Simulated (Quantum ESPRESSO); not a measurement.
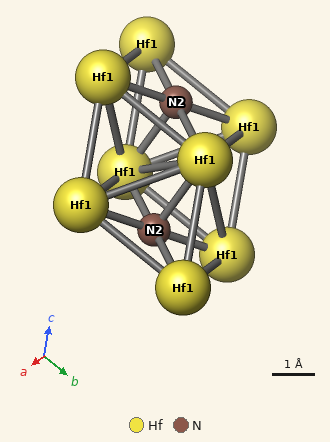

**Figure 1.** The starting structure (ball-and-stick view of the reduced cell, seen slightly off an axis; atoms are numbered from 1 in the order of the input).

**Run report: HfN, geometry relaxation (part 1 of 2)**

- system: HfN (2 atoms in the cell)
- method: Kohn-Sham DFT of a periodic cell, Q2D, SG15 PBE 1.2, spin-polarised (Quantum ESPRESSO 7.5)

The structure derives from an entry of the Crystallography Open Database.

### The input
```
&CONTROL
  calculation = 'relax'
  prefix = 'pwscf'
  outdir = './tmp'
  pseudo_dir = './pseudo'
  tprnfor = .true.
  tstress = .true.
  disk_io = 'low'
  nstep = 40
  forc_conv_thr = 0.0001
  etot_conv_thr = 1d-05
/
&SYSTEM
  ibrav = 0
  nat = 2
  ntyp = 2
  ecutwfc = 88
  nbnd = 26
  input_dft = 'q2d'
  occupations = 'smearing'
  smearing = 'fd'
  degauss = 0.00367493
  nspin = 2
  starting_magnetization(1) = 0.0192
  starting_magnetization(2) = 0
/
&ELECTRONS
  conv_thr = 4d-10
  electron_maxstep = 120
  mixing_beta = 0.3
/
&IONS
  ion_dynamics = 'bfgs'
/
ATOMIC_SPECIES
Hf   178.4900 Hf_ONCV_PBE-1.2.upf
N     14.0070 N_ONCV_PBE-1.2.upf
CELL_PARAMETERS angstrom
   0.0000000000    2.2785600000    2.2560000000
   2.2560000000    0.0000000000    2.2560000000
   2.2560000000    2.2785600000    0.0000000000
ATOMIC_POSITIONS crystal
Hf     0.0000000000    0.0000000000    0.0000000000
N      0.5000000000    0.5000000000    0.5000000000
K_POINTS automatic
4 4 4 0 0 0
```

Launched with:
```bash
OMP_NUM_THREADS=1 pw.x -in pw.in > pw.out
```

### What the program printed
```
This program is part of the open-source Quantum ESPRESSO suite
     for quantum simulation of materials; please cite
         "P. Giannozzi et al., J. Phys.:Condens. Matter 21 395502 (2009);
         "P. Giannozzi et al., J. Phys.:Condens. Matter 29 465901 (2017);
         "P. Giannozzi et al., J. Chem. Phys. 152 154105 (2020);
          URL
     in publications or presentations arising from this work. More details at

     IMPORTANT: XC functional enforced from input :
     Exchange-correlation= Q2D
                           (   1   4  19  12   0   0   0)
     Any further DFT definition will be discarded
     Please, verify this is what you really want

     Message from routine setup:
     using ibrav=0 with symmetry is DISCOURAGED, use correct ibrav instead

     G-vector sticks info
     --------------------
     sticks:   dense  smooth     PW     G-vecs:    dense   smooth      PW
     Sum         885     885    253                17413    17413    2757

     Using Slab Decomposition

     bravais-lattice index     =            0
     lattice parameter (alat)  =       6.0593  a.u.
     unit-cell volume          =     156.5183 (a.u.)^3
     number of atoms/cell      =            2
     number of atomic types    =            2
     number of electrons       =        31.00
     number of Kohn-Sham states=           26
     kinetic-energy cutoff     =      88.0000  Ry
     charge density cutoff     =     352.0000  Ry
     scf convergence threshold =      4.0E-10
     mixing beta               =       0.3000
     number of iterations used =            8  plain     mixing
     energy convergence thresh.=      1.0E-05
     force convergence thresh. =      1.0E-04
     Exchange-correlation= Q2D
                           (   1   4  19  12   0   0   0)
     nstep                     =           40

     celldm(1)=   6.059327  celldm(2)=   0.000000  celldm(3)=   0.000000
     celldm(4)=   0.000000  celldm(5)=   0.000000  celldm(6)=   0.000000

     crystal axes: (cart. coord. in units of alat)
               a(1) = (   0.000000   0.710616   0.703580 )
               a(2) = (   0.703580   0.000000   0.703580 )
               a(3) = (   0.703580   0.710616   0.000000 )

     reciprocal axes: (cart. coord. in units 2 pi/alat)
               b(1) = ( -0.710651  0.703615  0.710651 )
               b(2) = (  0.710651 -0.703615  0.710651 )
               b(3) = (  0.710651  0.703615 -0.710651 )

     PseudoPot. # 1 for Hf read from file:
     Hf_ONCV_PBE-1.2.upf
     Pseudo is Norm-conserving, Zval = 26.0
     Generated using ONCVPSP code by D. R. Hamann
     Using radial grid of  602 points,  8 beta functions with:
                l(1) =   0
                l(2) =   0
                l(3) =   1
                l(4) =   1
                l(5) =   2
                l(6) =   2
                l(7) =   3
                l(8) =   3

     PseudoPot. # 2 for N  read from file:
     N_ONCV_PBE-1.2.upf
     Pseudo is Norm-conserving, Zval =  5.0
     Generated using ONCVPSP code by D. R. Hamann
     Using radial grid of  602 points,  4 beta functions with:
                l(1) =   0
                l(2) =   0
                l(3) =   1
                l(4) =   1

     atomic species   valence    mass     pseudopotential
     Hf               26.00   178.49000     Hf( 1.00)
     N                 5.00    14.00700     N ( 1.00)

     Starting magnetic structure
     atomic species   magnetization
     Hf              0.019
     N               0.000

     16 Sym. Ops., with inversion, found

   Cartesian axes

     site n.     atom                  positions (alat units)
         1        Hf     tau(   1) = (   0.0000000   0.0000000   0.0000000  )
         2        N      tau(   2) = (   0.7035801   0.7106159   0.7035801  )

     number of k points=    13  Fermi-Dirac smearing, width (Ry)=  0.0037
                       cart. coord. in units 2pi/alat
        k(    1) = (   0.0000000   0.0000000   0.0000000), wk =   0.0156250
        k(    2) = (   0.1776628   0.1759037  -0.1776628), wk =   0.1250000
        k(    3) = (  -0.3553256  -0.3518075   0.3553256), wk =   0.0625000
        k(    4) = (   0.3553256   0.0000000   0.0000000), wk =   0.0625000
        k(    5) = (  -0.1776628  -0.5277112   0.5329883), wk =   0.2500000
        k(    6) = (   0.0000000  -0.3518075   0.3553256), wk =   0.1250000
        k(    7) = (  -0.7106511   0.0000000   0.0000000), wk =   0.0312500
        k(    8) = (   0.0000000   0.3518075   0.0000000), wk =   0.0312500
        k(    9) = (  -0.5329883  -0.1759037   0.5329883), wk =   0.1250000
        k(   10) = (  -0.3553256   0.0000000   0.3553256), wk =   0.0625000
        k(   11) = (  -0.7106511   0.3518075   0.0000000), wk =   0.0312500
        k(   12) = (  -0.7106511   0.0000000   0.3553256), wk =   0.0625000
        k(   13) = (   0.0000000  -0.7036150   0.0000000), wk =   0.0156250

     Dense  grid:    17413 G-vectors     FFT dimensions: (  40,  40,  40)

     Generating pointlists ...
     new r_m :   0.2902 (alat units)  1.7586 (a.u.) for type    1
     new r_m :   0.2902 (alat units)  1.7586 (a.u.) for type    2

     Initial potential from superposition of free atoms

     starting charge      30.8759, renormalised to      31.0000
     Starting wfcs are random

     Self-consistent Calculation

     iteration #  1     ecut=    88.00 Ry     beta= 0.30
     Davidson diagonalization with overlap
     ethr =  1.00E-02,  avg # of iterations =  9.7

     total energy              =    -466.81018488 Ry
     estimated scf accuracy    <       0.52271301 Ry

     total magnetization       =     0.02 Bohr mag/cell
     absolute magnetization    =     0.04 Bohr mag/cell

     iteration #  2     ecut=    88.00 Ry     beta= 0.30
     Davidson diagonalization with overlap
     ethr =  1.69E-03,  avg # of iterations =  2.3

     total energy              =    -466.91240850 Ry
     estimated scf accuracy    <       0.01357450 Ry

     total magnetization       =     0.05 Bohr mag/cell
     absolute magnetization    =     0.05 Bohr mag/cell

     iteration #  3     ecut=    88.00 Ry     beta= 0.30
     Davidson diagonalization with overlap
     ethr =  4.38E-05,  avg # of iterations =  5.8

     total energy              =    -466.91428639 Ry
     estimated scf accuracy    <       0.00569252 Ry

     total magnetization       =     0.04 Bohr mag/cell
     absolute magnetization    =     0.04 Bohr mag/cell

     iteration #  4     ecut=    88.00 Ry     beta= 0.30
     Davidson diagonalization with overlap
     ethr =  1.84E-05,  avg # of iterations =  1.8

     total energy              =    -466.91419196 Ry
     estimated scf accuracy    <       0.00107782 Ry

     total magnetization       =     0.03 Bohr mag/cell
     absolute magnetization    =     0.03 Bohr mag/cell

     iteration #  5     ecut=    88.00 Ry     beta= 0.30
     Davidson diagonalization with overlap
     ethr =  3.48E-06,  avg # of iterations =  4.2

     total energy              =    -466.91427670 Ry
     estimated scf accuracy    <       0.00002241 Ry

     total magnetization       =     0.01 Bohr mag/cell
     absolute magnetization    =     0.01 Bohr mag/cell

     iteration #  6     ecut=    88.00 Ry     beta= 0.30
     Davidson diagonalization with overlap
     ethr =  7.23E-08,  avg # of iterations =  2.0

     total energy              =    -466.91428119 Ry
     estimated scf accuracy    <       0.00001842 Ry

     total magnetization       =     0.00 Bohr mag/cell
     absolute magnetization    =     0.01 Bohr mag/cell

     iteration #  7     ecut=    88.00 Ry     beta= 0.30
     Davidson diagonalization with overlap
     ethr =  5.94E-08,  avg # of iterations =  1.7

     total energy              =    -466.91428596 Ry
     estimated scf accuracy    <       0.00000238 Ry

     total magnetization       =     0.00 Bohr mag/cell
     absolute magnetization    =     0.00 Bohr mag/cell

     iteration #  8     ecut=    88.00 Ry     beta= 0.30
     Davidson diagonalization with overlap
     ethr =  7.69E-09,  avg # of iterations =  2.0

     total energy              =    -466.91428676 Ry
     estimated scf accuracy    <       0.00000029 Ry

     total magnetization       =     0.00 Bohr mag/cell
     absolute magnetization    =     0.00 Bohr mag/cell

     iteration #  9     ecut=    88.00 Ry     beta= 0.30
     Davidson diagonalization with overlap
     ethr =  9.24E-10,  avg # of iterations =  1.3

     total energy              =    -466.91428679 Ry
     estimated scf accuracy    <       0.00000007 Ry

     total magnetization       =     0.00 Bohr mag/cell
     absolute magnetization    =     0.00 Bohr mag/cell

     iteration # 10     ecut=    88.00 Ry     beta= 0.30
     Davidson diagonalization with overlap
     ethr =  2.34E-10,  avg # of iterations =  2.0

     total energy              =    -466.91428682 Ry
     estimated scf accuracy    <       0.00000002 Ry

     total magnetization       =     0.00 Bohr mag/cell
     absolute magnetization    =     0.00 Bohr mag/cell

     iteration # 11     ecut=    88.00 Ry     beta= 0.30
     Davidson diagonalization with overlap
     ethr =  5.41E-11,  avg # of iterations =  1.3

     total energy              =    -466.91428683 Ry
     estimated scf accuracy    <          1.2E-09 Ry

     total magnetization       =     0.00 Bohr mag/cell
     absolute magnetization    =     0.00 Bohr mag/cell

     iteration # 12     ecut=    88.00 Ry     beta= 0.30
     Davidson diagonalization with overlap
     ethr =  3.74E-12,  avg # of iterations =  1.9

     Magnetic moment per site  (integrated on atomic sphere of radius R)
     atom   1 (R=0.290)  charge= 21.7639  magn=  0.0000
     atom   2 (R=0.290)  charge=  5.0054  magn= -0.0000

     End of self-consistent calculation

 ------ SPIN UP ------------

          k = 0.0000 0.0000 0.0000 (  2149 PWs)   bands (ev):

   -35.1756  -3.5968  -3.5839  -3.5839   9.9529  15.2325  15.2408  15.2440
    15.2440  15.3726  15.3736  15.3736  24.5346  24.5819  24.5819  26.8597
    26.9702  26.9702  28.9125  29.3070  29.3260  36.9912  51.9400  51.9400
    52.2437  52.5847

          k = 0.1777 0.1759-0.1777 (  2179 PWs)   bands (ev):

   -35.1452  -4.0978  -3.6402  -3.6244  11.1687  15.2616  15.2807  15.2922
    15.2923  15.3341  15.3391  15.3753  21.0395  22.4258  22.4487  27.9351
    28.6327  28.6460  31.9160  32.6117  32.7654  40.2335  44.5662  45.3670
    45.3729  52.8860

          k =-0.3553-0.3518 0.3553 (  2166 PWs)   bands (ev):

   -35.1146  -4.5587  -3.6873  -3.6643  12.5376  15.2911  15.2932  15.2992
    15.3552  15.3655  15.3812  15.5218  18.4709  21.2000  21.2076  30.6146
    30.9616  31.0357  31.8439  36.0832  36.3372  39.2734  39.7131  39.8285
    48.1883  50.4156

          k = 0.3553 0.0000 0.0000 (  2183 PWs)   bands (ev):

   -35.1347  -4.0405  -3.7518  -3.7491  11.1197  15.2723  15.2782  15.2809
    15.3256  15.3413  15.3420  15.3476  20.6518  23.6178  23.6584  24.8970
    30.0997  30.4888  30.5499  30.5980  35.7516  41.9677  43.1452  44.3215
    44.6257  51.9994

          k =-0.1777-0.5277 0.5330 (  2181 PWs)   bands (ev):
```
